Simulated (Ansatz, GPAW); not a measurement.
# Photoemission of H-terminated Si(111) with 3 oxygen atoms in back bonds of a 2×2 cell, part 2 of 4

Wanted: the XPS lines and the band structure of H-terminated Si(111) with 3 oxygen atoms in back bonds of a 2×2 cell.

Ansatz 0.2.0 and GPAW 26.7.0; DFT, PBE, plane-wave PAW, default files, scalar-relativistic (the session's first sound run).

So far, gap on the k-mesh (eV): step 2 (relaxation) 1.09.

**3. Bands by layer**

This is the main run. States are solved along the surface zone's path and weighed by where they lie along the normal, since photoemission sees the top layers. The cell holds 4 small cells, so the bands are unfolded.

input.yaml reads:

```yaml
crystal:
  lattice:
    - [7.6791796437, 0.0, 0.0]
    - [3.8395898218, 6.6503646517, 0.0]
    - [0.0, 0.0, 24.7837769138]
  atoms:
    - { symbol: H, position: [0.0, 0.0, 0.7425732413] }
    - { symbol: H, position: [0.4890101097, 0.0219797805, 0.6825574829] }
    - { symbol: H, position: [0.0219797805, 0.4890101097, 0.6825574829] }
    - { symbol: H, position: [0.4890101097, 0.4890101097, 0.6825574829] }
    - { symbol: Si, position: [0.0, 0.0, 0.6831088328] }
    - { symbol: O, position: [0.8885241367, 0.2229517266, 0.6579249864] }
    - { symbol: O, position: [0.8885241367, 0.8885241367, 0.6579249864] }
    - { symbol: O, position: [0.2229517266, 0.8885241367, 0.6579249864] }
    - { symbol: Si, position: [0.4944041156, 0.0111917689, 0.622141733] }
    - { symbol: Si, position: [0.0111917689, 0.4944041156, 0.622141733] }
    - { symbol: Si, position: [0.4944041156, 0.4944041156, 0.622141733] }
    - { symbol: Si, position: [0.825018295, 0.34996341, 0.5994039369] }
    - { symbol: Si, position: [0.3333333333, 0.3333333333, 0.5877055727] }
    - { symbol: Si, position: [0.825018295, 0.825018295, 0.5994039369] }
    - { symbol: Si, position: [0.34996341, 0.825018295, 0.5994039369] }
    - { symbol: Si, position: [0.8384736324, 0.3230527352, 0.5024622216] }
    - { symbol: Si, position: [0.3333333333, 0.3333333333, 0.4948936813] }
    - { symbol: Si, position: [0.8384736324, 0.8384736324, 0.5024622216] }
    - { symbol: Si, position: [0.3230527352, 0.8384736324, 0.5024622216] }
    - { symbol: Si, position: [0.1654037748, 0.1654037748, 0.4670663696] }
    - { symbol: Si, position: [0.6691924504, 0.1654037748, 0.4670663696] }
    - { symbol: Si, position: [0.1654037748, 0.6691924504, 0.4670663696] }
    - { symbol: Si, position: [0.6666666667, 0.6666666667, 0.4726268382] }
    - { symbol: Si, position: [0.1666666667, 0.1666666667, 0.37297596] }
    - { symbol: Si, position: [0.6666666667, 0.1666666667, 0.37297596] }
    - { symbol: Si, position: [0.1666666667, 0.6666666667, 0.37297596] }
    - { symbol: Si, position: [0.6666666667, 0.6666666667, 0.37297596] }
    - { symbol: Si, position: [0.0, 0.0, 0.34135233] }
    - { symbol: Si, position: [0.5, 0.0, 0.34135233] }
    - { symbol: Si, position: [0.0, 0.5, 0.34135233] }
    - { symbol: Si, position: [0.5, 0.5, 0.34135233] }
    - { symbol: H, position: [0.0, 0.0, 0.282442826] }
    - { symbol: H, position: [0.5, 0.0, 0.282442826] }
    - { symbol: H, position: [0.0, 0.5, 0.282442826] }
    - { symbol: H, position: [0.5, 0.5, 0.282442826] }
kpoints:
  mp_grid: { grid: [3, 3, 1] }
scf:
  occupations: { method: fermi_dirac, width: 0.02 }
  n_extra_bands: 38
hamiltonian:
  xc: pbe
  pseudopotentials: { kind: paw }
output:
  forces: true
  write_potential: true
  volumetric_format: []
  dos:
    projected:
      site_lists:
        adsorbate: [0, 5, 6, 7, 1, 2, 3]
        layer_1: [4, 8, 9, 10]
        layer_2: [11, 12, 13, 14]
        layer_3: [15, 16, 17, 18]
        middle: [19, 20, 21, 22]
        other_layers: [23, 24, 25, 26, 27, 28, 29, 30, 31, 32, 33, 34]
    de: 0.05
    e_range: [-30, 12]
    method: { smearing: { sigma: 0.12, scheme: gaussian } }
  eigenstates:
    kpoints:
      - [0.33333333, -0.33333333, 0.0]
      - [0.25, -0.375, 0.0]
      - [0.16666667, -0.41666667, 0.0]
      - [0.08333333, -0.45833333, 0.0]
      - [0.0, 0.5, 0.0]
      - [-0.08333333, 0.45833333, 0.0]
      # [... 29 more points ...]
      - [0.25, 0.5, 0.0]
      - [0.29166667, -0.41666667, 0.0]
    e_range: [-8.0, 6.0]
    unfold:
      supercell_matrix: [[2, 0, 0], [0, 2, 0], [0, 0, 1]]
      layers:
        axis: 3
        edges: [0.121047, 0.390696, 0.390796, 0.610671, 0.610771, 0.903966]
efield:
  axis: 3
  dipole_correction: true
```

The run is started by

```
$ ansatz run input.yaml --threads 8 --pin off --max-ram 24576MiB --backend cpu --events-out ev --progress --plain --runs-dir out
```

Numbers of over 12 decimals in the logs are rounded to 6 here.

The program printed:

```text
[...]
Crystal: 35 atoms, lattice volume = 1265.691 Å³
Basis set: ecut = 420 eV, 24701 PW (Γ), exchange–correlation on 108×108×360 points (8 copies of the dense FFT grid, shifted against one another)
Bands: 99, of which v1, the nominal top of the filled ones, is band 61 counted from 1 (60 counted from 0)
Symmetry: 6 space group operations
[...]
k-points: 3 of 9 (time reversal used)
[...]
SCF iter   1: F=—  HF=-17088.409869 eV  |F-HF|=—  |Δ(HF+E_count)|=         —  Δρ=2.53e-3  dr2=4.49e-1  ethr=1.77e-3  p=-0.060 e·Å  D=-8.62e-3 V/Å  ΔV_dip=0.21 eV  dr2_dipole=2.32e-3  V_vac-E_F(+/−)=4.16/3.95 eV  ⟨swp⟩=8.3  Hψ=1641  notcnv=0  defer=39
[...]
SCF iter   9: F=-17088.341549 eV  HF=-17088.341549 eV  |F-HF|=3.40e-8  |Δ(HF+E_count)|=   3.75e-7  Δρ=1.43e-6  dr2=3.32e-8  ethr=8.20e-11  p=-0.069 e·Å  D=-9.93e-3 V/Å  ΔV_dip=0.25 eV  dr2_dipole=6.83e-10  V_vac-E_F(+/−)=4.47/4.22 eV  ⟨swp⟩=26.0  Hψ=3221  notcnv=0
SCF 1 converged in 9 iterations: F = -17088.341549 eV  dr2 = 3.32e-8
[...]
NSCF: frozen V_eff on 37 k-points
efield: sawtooth ramp at fractional position 0.9625 (kept from the solve that this one continues, or follows in the run), width 0.1000; the density the first Hamiltonian is built on has a dipole p = -0.069 e·Å; the dipole correction subtracts the counter field D = -9.93e-3 V/Å, which shifts the + side's vacuum level by +0.25 eV against the − side's; the planar-averaged density in the ramp window peaks in size at 1.9e-6 e/Å³
[...]
SCF converged after 9 iterations
Free energy (F): -17088.341549 eV
[...]
Internal energy: -17088.341549 eV  (E = F + TS)
E sigma→0 (E₀):  -17088.341549 eV
Fermi energy:    0.068519 eV
Dipole field:    D = -0.009919 V/Å  (p = -0.069377 e·Å, saw-weighted, corrected)
Work function:   Φ+ = 4.4685 eV   Φ− = 4.2227 eV
[...]
--- Forces (eV/Å), atoms counted from 1 ---
  atom   1  H      0.00000000    -0.00000000     0.00546033
  atom   2  H     -0.00000000     0.00249785    -0.00528246
  atom   3  H      0.00216320    -0.00124893    -0.00528246
  atom   4  H     -0.00216320    -0.00124893    -0.00528246
  atom   5  Si    -0.00000000    -0.00000000    -0.01669619
  atom   6  O      0.00000000    -0.00326900     0.00563903
  atom   7  O      0.00283104     0.00163450     0.00563903
  atom   8  O     -0.00283104     0.00163450     0.00563903
  atom   9  Si    -0.00000000     0.00217276     0.00640799
  atom  10  Si     0.00188166    -0.00108638     0.00640799
  atom  11  Si    -0.00188166    -0.00108638     0.00640799
  atom  12  Si    -0.00000000     0.00269794    -0.00199622
  atom  13  Si     0.00000000     0.00000000    -0.00171115
  atom  14  Si    -0.00233649    -0.00134897    -0.00199622
  atom  15  Si     0.00233649    -0.00134897    -0.00199622
  atom  16  Si    -0.00000000     0.00245144     0.00153721
  atom  17  Si    -0.00000000    -0.00000000     0.00488112
  atom  18  Si    -0.00212301    -0.00122572     0.00153721
  atom  19  Si     0.00212301    -0.00122572     0.00153721
  atom  20  Si     0.00325445     0.00187896    -0.00009256
  atom  21  Si    -0.00325445     0.00187896    -0.00009256
  atom  22  Si     0.00000000    -0.00375792    -0.00009256
  atom  23  Si     0.00000000     0.00000000    -0.00120419
  atom  24  Si    -0.10778841    -0.06223167    -0.29672162
  atom  25  Si     0.10778841    -0.06223167    -0.29672162
  atom  26  Si    -0.00000000     0.12446333    -0.29672162
  atom  27  Si     0.00000000    -0.00000000     0.53493353
  atom  28  Si     0.00000000     0.00000000     0.72947555
  atom  29  Si    -0.00000000     0.08799821     0.90817882
  atom  30  Si     0.07620868    -0.04399910     0.90817882
  atom  31  Si    -0.07620868    -0.04399910     0.90817882
  atom  32  H     -0.00000000     0.00000000    -0.78764933
  atom  33  H      0.00000000    -0.04365830    -0.77351742
  atom  34  H     -0.03780920     0.02182915    -0.77351742
  atom  35  H      0.03780920     0.02182915    -0.77351742
  max |Σ_I F_I| component: 5.20e-5 eV/Å
--- Band table (eV) ---
  k-point 0: bands = [... 57 lower, -0.8408, -0.7752, -0.4809, -0.4809, 0.6043, 0.6902, 0.9176, 0.9176, ... 34 higher]
  k-point 1: bands = [... 57 lower, -1.2563, -1.1767, -1.0741, -0.7887, 0.8284, 1.0725, 1.3596, 1.7765, ... 34 higher]
  k-point 2: bands = [... 57 lower, -1.7413, -1.4727, -1.2943, -1.1437, 1.3544, 1.4052, 1.7019, 2.3174, ... 34 higher]
```

Elapsed: 2.2 min, on 8 threads of Arm Neoverse V2, shared host; peak memory 7.1 GiB; 17 min of CPU time.

In the SCF lines HF is the Harris–Foulkes energy and dr2 the Hartree energy of the density residual, in eV; the loop may stop once dr2 is under the threshold and the program's other checks hold. Hψ counts applications of the Hamiltonian.

This step gave:

```yaml
fermi_energy: 0.06852 eV
zero_of_energy: valence-band maximum
share_of_occupied_states_in_no_projected_shell: 0.0131 of the occupied states in the window
```

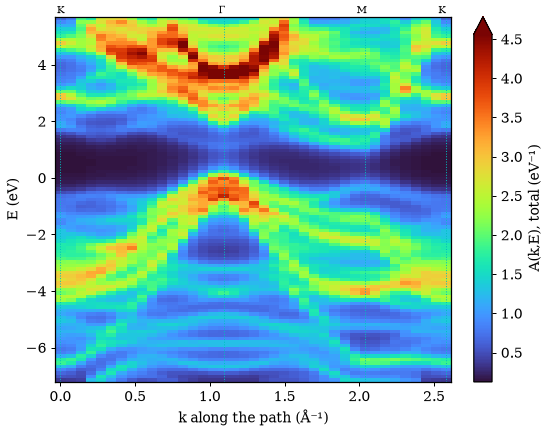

A(k,E), total over k along the path and E. Zero: valence-band maximum.

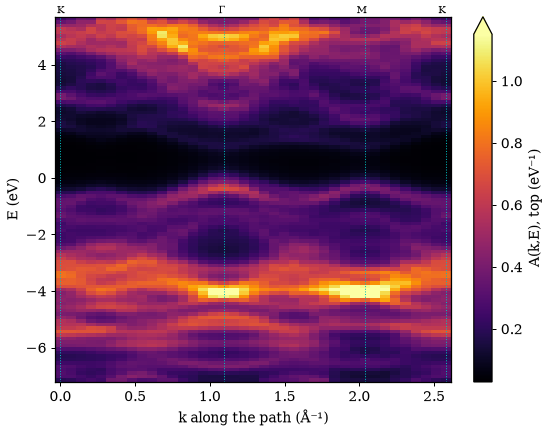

A(k,E), top over k along the path and E. Zero: valence-band maximum.

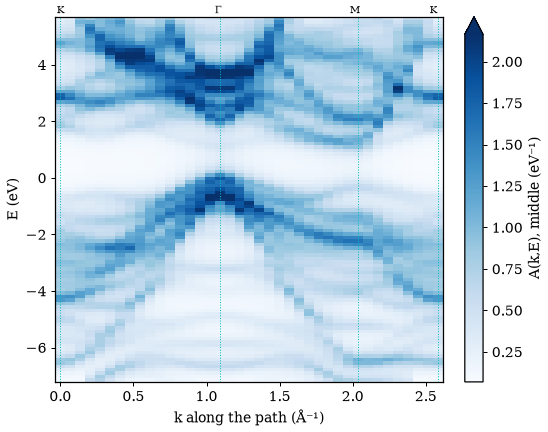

A(k,E), middle over k along the path and E. Zero: valence-band maximum.

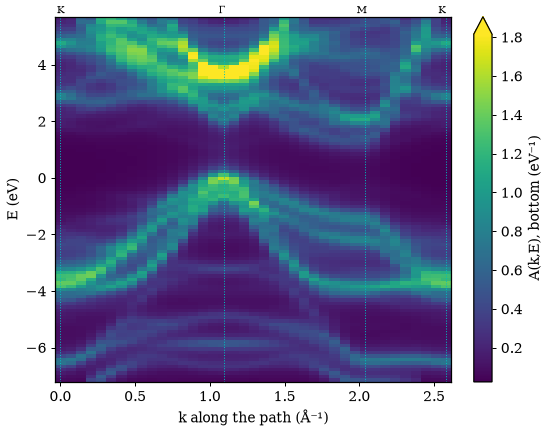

A(k,E), bottom over k along the path and E. Zero: valence-band maximum.

Peaks of A(k,E) at the labelled points: for each region the eleven nearest the zero at most, each over 6 % of that point's highest, less those above the energy where the solved bands run out; weight and spread sum the levels within three half widths or 0.3 eV, so near peaks share levels. Peaks of the spectral function, the first 40 of 127 rows:

| point | weight on | E (eV) | A (1/eV) | weight near the peak | rms spread of levels (eV) |
| --- | --- | --- | --- | --- | --- |
| K | total | -5.03 | 1.341 | 1.199 | 0.297 |
| K | total | -4.25 | 2.474 | 2.707 | 0.288 |
| K | total | -3.75 | 3.02 | 3.815 | 0.351 |
| K | total | -3.41 | 2.955 | 3.467 | 0.305 |
| K | total | -3.05 | 2.271 | 2.73 | 0.308 |
| K | total | -2.39 | 1.68 | 1.881 | 0.335 |
| K | total | -1.91 | 1.326 | 1.607 | 0.381 |
| K | total | -1.35 | 1.056 | 1.147 | 0.356 |
| K | total | 1.87 | 1.185 | 0.817 | 0.152 |
| K | total | 2.87 | 3.159 | 2.096 | 0.091 |
| K | total | 4.77 | 2.946 | 2.621 | 0.245 |
| K | top | -4.59 | 0.477 | 0.552 | 0.343 |
| K | top | -4.27 | 0.464 | 0.633 | 0.358 |
| K | top | -3.73 | 0.754 | 0.792 | 0.281 |
| K | top | -3.41 | 0.814 | 0.99 | 0.319 |
| K | top | -3.03 | 0.702 | 0.878 | 0.309 |
| K | top | -1.83 | 0.278 | 0.319 | 0.34 |
| K | top | -1.33 | 0.369 | 0.417 | 0.351 |
| K | top | -0.93 | 0.343 | 0.417 | 0.285 |
| K | top | 1.87 | 0.165 | 0.102 | 0.137 |
| K | top | 2.87 | 0.421 | 0.27 | 0.08 |
| K | top | 4.79 | 0.644 | 0.761 | 0.292 |
| K | middle | -4.25 | 1.414 | 1.131 | 0.235 |
| K | middle | -3.79 | 0.854 | 1.42 | 0.368 |
| K | middle | -3.39 | 0.898 | 1.018 | 0.319 |
| K | middle | -3.01 | 0.971 | 1.028 | 0.306 |
| K | middle | -2.37 | 0.975 | 1.106 | 0.323 |
| K | middle | -1.91 | 0.793 | 1.018 | 0.382 |
| K | middle | -1.35 | 0.588 | 0.627 | 0.325 |
| K | middle | -0.69 | 0.389 | 0.249 | 0.171 |
| K | middle | 1.87 | 0.854 | 0.606 | 0.151 |
| K | middle | 2.87 | 1.871 | 1.254 | 0.095 |
| K | middle | 4.77 | 1.195 | 0.983 | 0.221 |
| K | bottom | -6.49 | 0.76 | 0.469 | 0.021 |
| K | bottom | -3.75 | 1.419 | 1.54 | 0.291 |
| K | bottom | -3.45 | 1.254 | 1.445 | 0.246 |
| K | bottom | -2.35 | 0.403 | 0.359 | 0.286 |
| K | bottom | 2.87 | 0.866 | 0.571 | 0.088 |
| K | bottom | 4.75 | 1.112 | 0.876 | 0.194 |
| Γ | total | -3.23 | 1.41 | 0.928 | 0.23 |

The DOS has structure finer than the step of the table below, so its rows give means over 2 eV, whole bins alone (the curve runs from -22.6 to 5.17 eV). Peaks (eV: height): total -2.3: 22.0, -1.2: 22.1, 3.0: 24.8, 4.5: 31.7; Si 3p -2.3: 18.5, -1.2: 19.4, 3.0: 14.8, 4.5: 15.9; Si 3s -9.9: 5.76, -9.4: 8.22, -9.1: 10.4, -8.3: 8.46; O 2p -5.9: 2.82, -5.3: 4.20, -4.5: 3.85, -4.0: 7.52; H 1s -5.1: 1.49, -3.7: 3.23, -3.0: 2.11, -2.5: 1.75.

DOS against E, zero at the valence-band maximum; means over each step; values in states/eV/cell:

| E (eV) | total | Si 3p | Si 3s | O 2p | H 1s | O 2s |
| --- | --- | --- | --- | --- | --- | --- |
| -20 | 2.99 | 0.456 | 0.273 | 0.0290 | 0.00445 | 2.21 |
| -18 | 0 | 0 | 0 | 0 | 0 | 0 |
| -16 | 0 | 0 | 0 | 0 | 0 | 0 |
| -14 | 0 | 0 | 0 | 0 | 0 | 0 |
| -12 | 0.793 | 0.0911 | 0.609 | 0.0678 | 0.0178 | 8.5e-4 |
| -10 | 7.84 | 1.74 | 4.90 | 0.849 | 0.262 | 0.0376 |
| -8 | 6.99 | 2.11 | 3.45 | 0.871 | 0.473 | 0.0260 |
| -6 | 9.25 | 3.96 | 2.68 | 1.57 | 0.841 | 0.0727 |
| -4 | 13.9 | 7.67 | 1.14 | 3.10 | 1.70 | 0.0531 |
| -2 | 15.2 | 12.6 | 0.647 | 0.832 | 0.815 | 0.0207 |
| 0 | 4.09 | 3.38 | 0.115 | 0.380 | 0.0728 | 0.0278 |
| 2 | 9.92 | 5.70 | 2.19 | 0.176 | 0.322 | 0.0535 |
| 4 | 20.9 | 11.1 | 2.64 | 0.106 | 1.00 | 0.0925 |

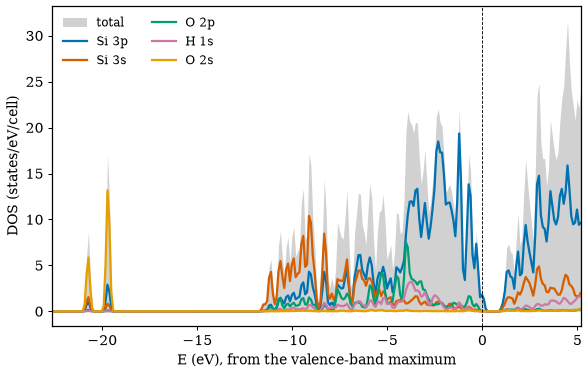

DOS, plotted against E.

Sums over each group's atoms; a table of it gives point samples, which can step over narrow peaks. The DOS of the group by E, zero at the valence-band maximum; 7 of 14 lines; values in states/eV:

| E (eV) | other layers: Si 3p | adsorbate: O 2p | layer 3: Si 3p | middle: Si 3p | layer 2: Si 3p | layer 1: Si 3p | other layers: Si 3s |
| --- | --- | --- | --- | --- | --- | --- | --- |
| -22.5 | 0 | 0 | 0 | 0 | 0 | 0 | 0 |
| -20.0 | 0 | 0.00199 | 3.6e-4 | 4.8e-5 | 0.0222 | 0.0360 | 0 |
| -17.5 | 0 | 0 | 0 | 0 | 0 | 0 | 0 |
| -15.0 | 0 | 0 | 0 | 0 | 0 | 0 | 0 |
| -12.5 | 0 | 0 | 0 | 0 | 0 | 0 | 0 |
| -10.0 | 0.741 | 0.843 | 0.269 | 0.350 | 0.315 | 0.161 | 2.63 |
| -7.5 | 0.314 | 1.91 | 0.223 | 0.368 | 1.34 | 0.455 | 0.433 |
| -5.0 | 0.594 | 1.17 | 0.706 | 0.458 | 0.466 | 0.761 | 0.339 |
| -2.5 | 4.87 | 0.733 | 3.05 | 3.75 | 1.25 | 1.47 | 0.355 |
| 0.0 | 0.762 | 0.0612 | 0.414 | 0.297 | 0.0948 | 0.187 | 0.00334 |
| 2.5 | 2.25 | 0.111 | 1.10 | 1.09 | 1.03 | 0.690 | 0.942 |
| 5.0 | 3.59 | 0.151 | 1.50 | 1.65 | 1.33 | 2.10 | 0.541 |

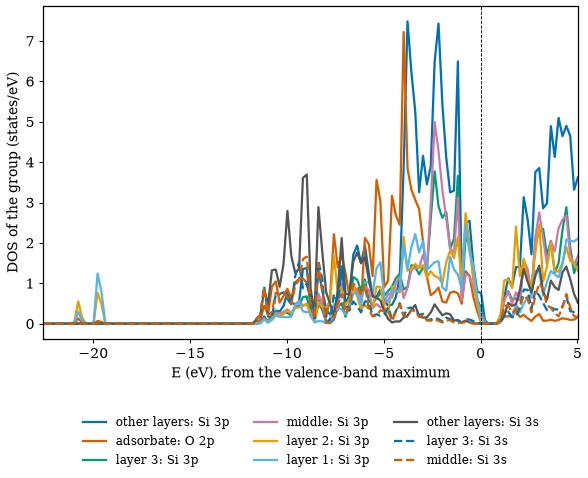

DOS of the group against E.

This run's widths, added to any smearing of the DOS itself: Gaussian 0.45 eV, Lorentzian 0.1 eV plus 0.05 an eV of depth. Intensity against binding energy, zero at the valence-band maximum; values in % of the maximum within 13 eV:

| binding energy (eV) | 21.2 eV | 60 eV | 1486.7 eV | 5414.7 eV | 9251.7 eV |
| --- | --- | --- | --- | --- | --- |
| 0 | 5.80 | 6.36 | 10.5 | 4.63 | 3.57 |
| 2 | 24.2 | 22.4 | 51.2 | 27.1 | 22.3 |
| 4 | 97.4 | 97.7 | 66.6 | 35.7 | 31.1 |
| 6 | 36.7 | 38.0 | 67.5 | 58.3 | 57.2 |
| 8 | 18.8 | 19.0 | 62.6 | 59.9 | 59.4 |
| 10 | 17.6 | 19.4 | 79.1 | 78.8 | 78.7 |
| 12 | - | 2.60 | 11.1 | 10.6 | 10.5 |
| 14 | - | 0.841 | 3.49 | 2.67 | 2.49 |
| 16 | - | 0.870 | 4.43 | 2.67 | 2.30 |
| 18 | - | 2.55 | 15.2 | 7.98 | 6.48 |
| 20 | - | 19.0 | 118 | 60.4 | 48.4 |
| 22 | - | 2.85 | 17.6 | 9.31 | 7.56 |

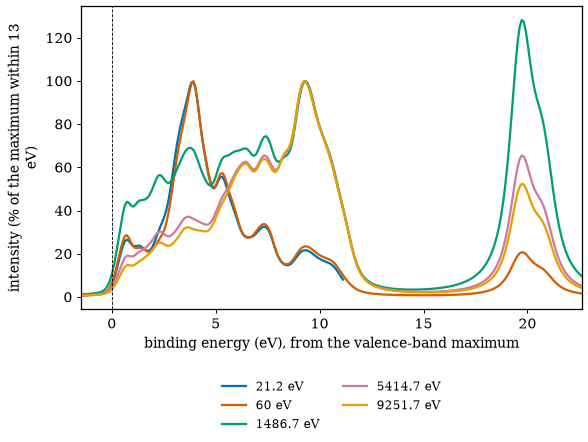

Intensity, plotted against binding energy.

Maxima picked by a test of local sharpness, so broad peaks and shoulders can be missing; peaks within 0.45 eV of a curve's cut are left out. Valence peaks, by row:

| photon energy (eV) | binding energy (eV) | height (% of the maximum within 13 eV) | main shell | its share (%) |
| --- | --- | --- | --- | --- |
| 21.2 | 9.301 | 21.64 | O 2p | 82.94 |
| 21.2 | 7.351 | 32.57 | O 2p | 82.07 |
| 21.2 | 5.301 | 55.81 | O 2p | 83.55 |
| 21.2 | 3.901 | 100 | O 2p | 82.58 |
| 21.2 | 0.7006 | 26.54 | O 2p | 79.67 |
| 60 | 19.75 | 20.75 | O 2s | 94.89 |
| 60 | 9.351 | 23.45 | O 2p | 87.03 |
| 60 | 7.301 | 33.77 | O 2p | 90.12 |
| 60 | 5.301 | 57.53 | O 2p | 92 |
| 60 | 3.901 | 100 | O 2p | 93.73 |
| 60 | 0.7006 | 28.7 | O 2p | 83.65 |
| 1487 | 19.75 | 128.5 | O 2s | 94.92 |
| 1487 | 9.301 | 100 | Si 3s | 86.6 |
| 1487 | 7.401 | 74.48 | Si 3s | 77.86 |
| 1487 | 6.401 | 68.82 | Si 3s | 71.28 |
| 1487 | 3.751 | 69.06 | Si 3p | 36.94 |
| 1487 | 2.301 | 56.54 | Si 3p | 62.7 |
| 1487 | 0.7506 | 44.15 | Si 3p | 62.22 |
| 5415 | 19.75 | 65.58 | O 2s | 92.96 |
| 5415 | 9.301 | 100 | Si 3s | 95.72 |
| 5415 | 7.351 | 65.57 | Si 3s | 92.7 |
| 5415 | 6.401 | 62.6 | Si 3s | 90.06 |
| 5415 | 3.651 | 37.17 | Si 3s | 64.58 |
| 5415 | 2.301 | 30.27 | Si 3s | 53.55 |
| 5415 | 0.7506 | 19.13 | Si 3p | 45.53 |
| 9252 | 19.75 | 52.47 | O 2s | 91.96 |
| 9252 | 9.251 | 100 | Si 3s | 97.15 |
| 9252 | 7.351 | 64 | Si 3s | 95.24 |
| 9252 | 6.401 | 61.81 | Si 3s | 93.5 |
| 9252 | 3.651 | 32.27 | Si 3s | 74.79 |
| 9252 | 2.301 | 25.19 | Si 3s | 65.03 |

From the valence-band maximum. Planar mean, electrostatic potential against z:

| z (Å) | planar mean, electrostatic potential (eV) |
| --- | --- |
| 0 | 4.93 |
| 2 | 4.77 |
| 4 | 4.77 |
| 6 | 4.63 |
| 8 | -3.93 |
| 10 | 0.0887 |
| 12 | -11.1 |
| 14 | 0.111 |
| 16 | -3.97 |
| 18 | 4.43 |
| 20 | 5.01 |
| 22 | 5.02 |
| 24 | 5.00 |

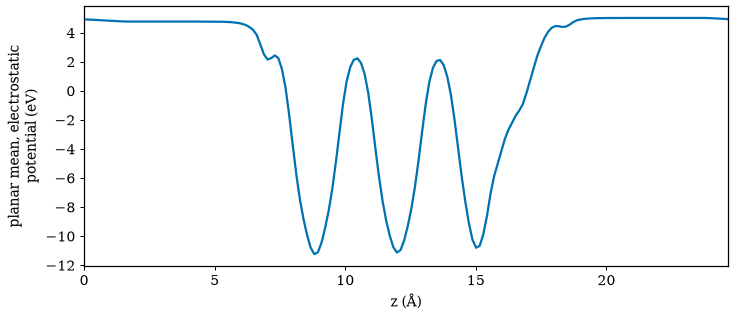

Planar mean, electrostatic potential, plotted against z.

[end of part 2 of 4]

[Logs are printed without paths, hosts, clocks, repeated set-up lines and the standing remarks that a program may print on its own settings, such as how far it seeks lower states.]

[Hosts, paths, dates, database ids (printed as entryN), source tags and the programs' standing remarks are cut or masked in the printed files.]

[Maps of the electrostatic potential energy from Ansatz leave out the sawtooth potential of an applied field or a dipole correction, so their vacuum need not be flat; work functions include it.]
